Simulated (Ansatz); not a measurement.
## MgO2: 5 runs along one coordinate

System: MgO2 (R-3m, 3 atoms in the cell).
Method: DFT PBEsol, scalar-relativistic, plane waves, PAW, no spin polarisation (Ansatz 0.2.0).

The 5 runs differ only in the geometry, by a strain of the cell at fixed fractional positions. Against run 3, the strain is εzz = η. The structure derives from a Materials Project entry.

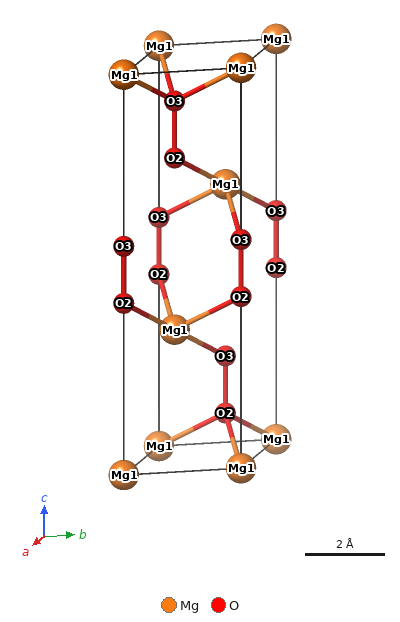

Figure 1. The structure of run 3 (ball-and-stick view of the cell 3 times as large as that of the calculation, set on its symmetry axes, seen slightly off an axis; atoms are numbered from 1 in the order of the input). An atom can appear more than once, as a periodic image.

## Input of run 3
```yaml
crystal:
  lattice:
    - [1.5245229652, 0.8801837444, 3.4939788749]
    - [-1.5245229652, 0.8801837444, 3.4939788749]
    - [0.0, -1.7603674887, 3.4939788749]
  atoms:
    - { symbol: Mg, position: [0.0, 0.0, 0.0] }
    - { symbol: O, position: [0.428786, 0.428786, 0.428786] }
    - { symbol: O, position: [0.571214, 0.571214, 0.571214] }
basis:
  ecutwfc: 420
kpoints:
  mp_grid: { grid: [12, 12, 12] }
hamiltonian:
  xc: pbesol
scf:
  occupations: { method: gaussian, width: 0.05 }
output:
  forces: true
  stress: true
  eigenvalues: true
```

Command:
```bash
ansatz run input.yaml --threads 1 --pin off --max-ram 2560MiB --backend cpu --events-out ev --progress --plain --runs-dir out
```

Lattice vectors (Å) and fractional positions of run 3:
```
   1.524523    0.880184    3.493979
  -1.524523    0.880184    3.493979
   0.000000   -1.760367    3.493979
Mg  0.000000  0.000000  0.000000
O   0.428786  0.428786  0.428786
O   0.571214  0.571214  0.571214
```

Run 4 differs from it as follows:
```diff
-    - [1.5245229652, 0.8801837444, 3.4939788749]
-    - [-1.5245229652, 0.8801837444, 3.4939788749]
-    - [0.0, -1.7603674887, 3.4939788749]
+    - [1.5245229652, 0.8801837444, 3.5813283468]
+    - [-1.5245229652, 0.8801837444, 3.5813283468]
+    - [0.0, -1.7603674887, 3.5813283468]
```

## Results, with one run withheld

| run | strain parameter η (%) | free energy per atom, from the lowest run given (meV) | pressure (GPa) | gap on the mesh (eV) |
| --- | --- | --- | --- | --- |
| 1 | −5.0000 | 33.26 | 20.88 | 3.25 |
| 2 | −2.5000 | 4.28 | 13.53 | 2.62 |
| 3 | 0.0000 | 0.00 | 7.38 | 2.05 |
| 4 | 2.5000 | ? | ? | ? |
| 5 | 5.0000 | 49.99 | −1.98 | 1.07 |

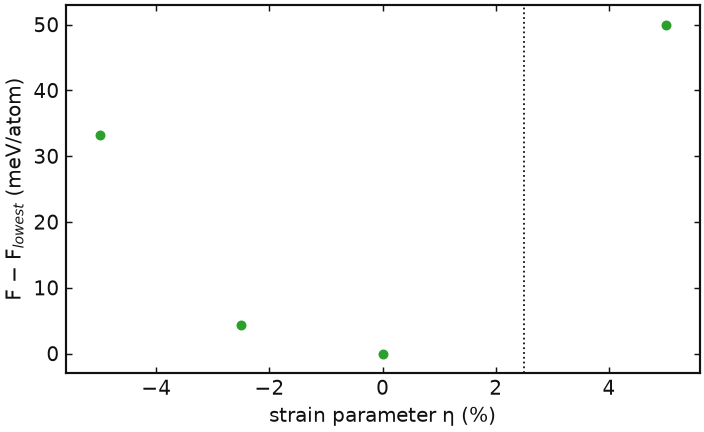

Figure 2. Free energy per atom of the runs given; the dotted line marks run 4.

Estimate the energy of run 4 from the others.

A quadratic polynomial in the coordinate, fitted to the 4 runs given, misses them by at most 1.13 meV per atom. With x = η + 0.6250, it reads F = −1.2677 − 0.38705 x + 1.6933 x² (meV per atom). At run 4 it gives 14.06 meV per atom, and the run itself gives 16.40. The fit has its minimum at η = −0.5107 %. The miss comes from the order of the polynomial or from scatter in that run; these data can't tell which. The gap on the mesh goes, without turning, from 3.25 eV in run 1 to 1.07 eV in run 5; run 4 has 1.54 eV. These are gaps of this functional on this mesh, which can miss the band edges; they aren't the measured gap.

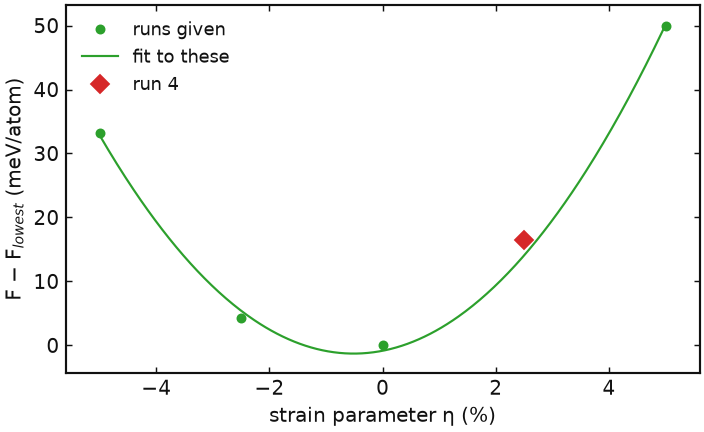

Figure 3. The fit and the withheld run.

## Output, shortened to warnings, some set-up lines, iterations and results (run 4)
```
Basis set: ecut = 420 eV, 569 PW (Γ), exchange–correlation on 54×54×54 points (8 copies of the dense FFT grid, shifted against one another)
Symmetry: 12 space group operations
k-points: 189 of 1728
Initial density: superposition of atomic densities (neutral atoms: chi_scale 0, normalization atom), corrected by the library's trained network
[...]
SCF iter   1: F=—  HF=-3033.530193 eV  |F-HF|=—  |Δ(HF+E_count)|=         —  Δρ=1.39e-2  dr2=4.65e-2  ethr=1.77e-3  ⟨swp⟩=5.3  Hψ=15326  notcnv=0
SCF iter   2: F=—  HF=-3033.516634 eV  |F-HF|=—  |Δ(HF+E_count)|=   1.36e-2  Δρ=4.90e-3  dr2=3.40e-3  ethr=2.11e-4  ⟨swp⟩=2.0  Hψ=6009  notcnv=0
SCF iter   3: F=—  HF=-3033.515596 eV  |F-HF|=—  |Δ(HF+E_count)|=   1.04e-3  Δρ=1.49e-3  dr2=1.76e-4  ethr=1.54e-5  ⟨swp⟩=2.0  Hψ=4350  notcnv=0
SCF iter   4: F=—  HF=-3033.515679 eV  |F-HF|=—  |Δ(HF+E_count)|=   8.28e-5  Δρ=2.09e-4  dr2=3.56e-6  ethr=8.00e-7  ⟨swp⟩=2.3  Hψ=4599  notcnv=0
SCF iter   5: F=—  HF=-3033.515697 eV  |F-HF|=—  |Δ(HF+E_count)|=   1.78e-5  Δρ=2.80e-5  dr2=1.21e-7  ethr=1.62e-8  ⟨swp⟩=2.4  Hψ=4324  notcnv=0
SCF iter   6: F=-3033.515697 eV  HF=-3033.515697 eV  |F-HF|=4.93e-9  |Δ(HF+E_count)|=   1.17e-8  Δρ=6.09e-6  dr2=4.72e-9  ethr=4.55e-10  ⟨swp⟩=4.6  Hψ=10096  notcnv=0
SCF 1 converged in 6 iterations: F = -3033.515697 eV  dr2 = 4.72e-9
SCF converged after 6 iterations
Free energy (F): -3033.515697 eV
Harris-Foulkes:  -3033.515697 eV  (|F-HF|=4.93e-9)
Internal energy: -3033.515697 eV  (E = F + TS)
E sigma→0 (E₀):  -3033.515697 eV
Fermi energy:    7.724026 eV
--- Per-component energies (eV) ---
  E_band       = -336.843472
  E_kinetic    = 426.205361
  E_local      = -2078.312623  (includes V_loc(G=0)·N_el)
  E_nonlocal   = 192.850404
  E_hartree    = 721.375345
  E_xc         = -174.940287
  E_vxc        = -224.925599  (∫ρ·V_xc dr)
  E_paw        = -584.340643  (= ΣΔE_a)
  E_vpaw       = -95.417471  (= ΣTr[D̂ρ^β])
  E_aug_tail   = 0.004794  (compensation charges beyond the density's cutoff)
  E_ewald      = -1536.487485
  E_core_change = 0.129438  (= ΣΔE_core)
  E_smearing   = -0.000000  (= −TS)
  E_closure    = -0.000000  (closes the sum)
  Σ components = -3033.515697   (vs F -3033.515697, Δ=0.00e0)
--- Forces (eV/Å), atoms counted from 1 ---
  atom   1  Mg     0.00000000     0.00000000    -0.00000000
  atom   2  O      0.00000000     0.00000000     1.49643011
  atom   3  O     -0.00000000    -0.00000000    -1.49643011
  max |Σ_I F_I| component: 2.22e-16 eV/Å
--- Stress (GPa, compression-positive) ---
       12.119098       0.000000       0.000000
        0.000000      12.119098      -0.000000
       -0.000000      -0.000000     -17.444924
  P = ⅓ Tr σ = 2.2644 GPa (22.644 kbar)
```
